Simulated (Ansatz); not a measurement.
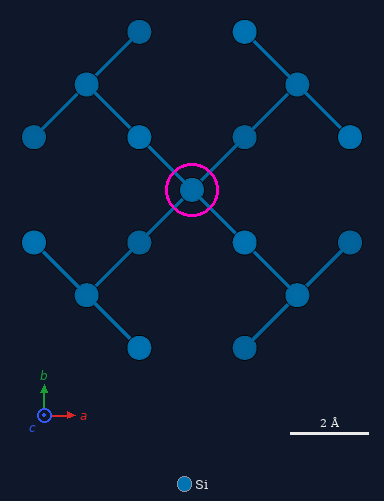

Perfect Si. The picture is a ball-and-stick view of the atoms within 5.4 Å of one point, in a slice 5.0 Å thick across the line of sight, seen along the c axis.

The calculation used DFT PBE, scalar-relativistic, plane waves, PAW (Ansatz). Settings: plane-wave cutoff 420 eV; k-point mesh 2 × 2 × 2; occupations gaussian; smearing width 0.01 eV; collinear spin. The cell is small and the k-mesh coarse, so the numbers are rough. A uniform background neutralises the charged cell. The axes drawn are those of the host's conventional cell.

A silicon atom is replaced by hafnium at the ringed place, in charge state −1. The supercell has 40 sites, and the atoms are relaxed at the host's cell.

Question: How do the neighbours respond?

Answer: In the host the Si atom has 4 Si at 2.37 Å; the Hf atom ends with 4 Si at 2.58 Å. Of the host's atoms, a silicon atom moves furthest from its site, by 0.22 Å.

The relaxed defect, seen from the same direction:

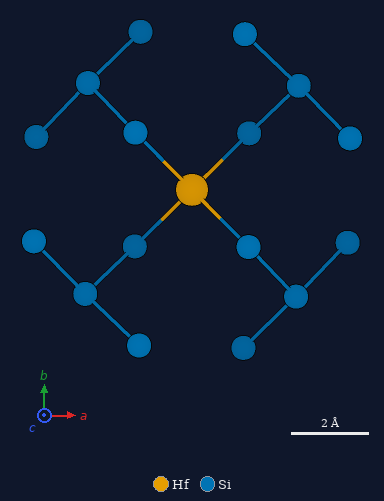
